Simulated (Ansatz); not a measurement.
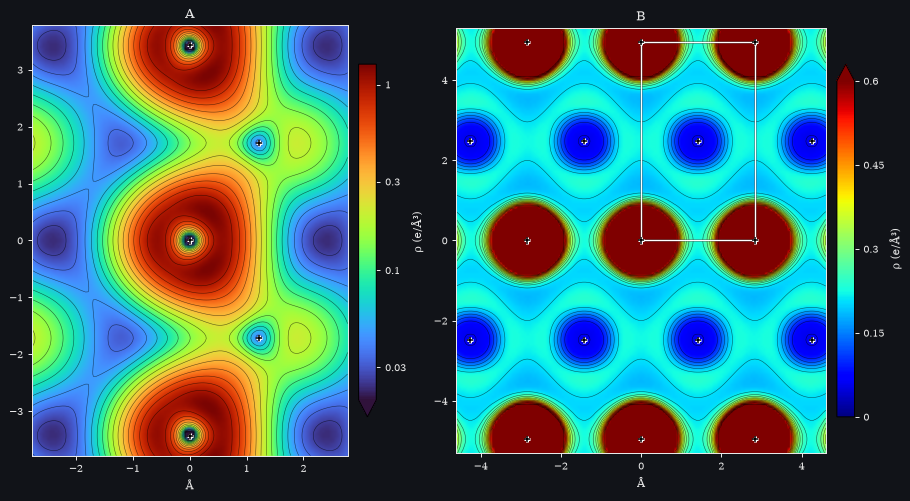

The valence pseudo-density of 2 systems, each on a plane through atoms (crosses mark nuclei in the plane).

Theory: Kohn-Sham DFT of a periodic cell, r2SCAN, Ansatz PAW (Ansatz 0.2.0).

System 1: TiAl, the (101) plane of the conventional cell. Space group P4/mmm.

System 2: BeS, the (110) plane of the conventional cell. Space group F-43m.

**Which map belongs to which system?**

Panel A is system 2, BeS: the plane holds S and Be. Be–S (2.10 Å): ρ at the midpoint is about 0.68 e/Å³. Panel B is system 1, TiAl: the plane holds Ti and Al. Ti–Ti (2.84 Å): ρ at the midpoint is about 0.23 e/Å³.
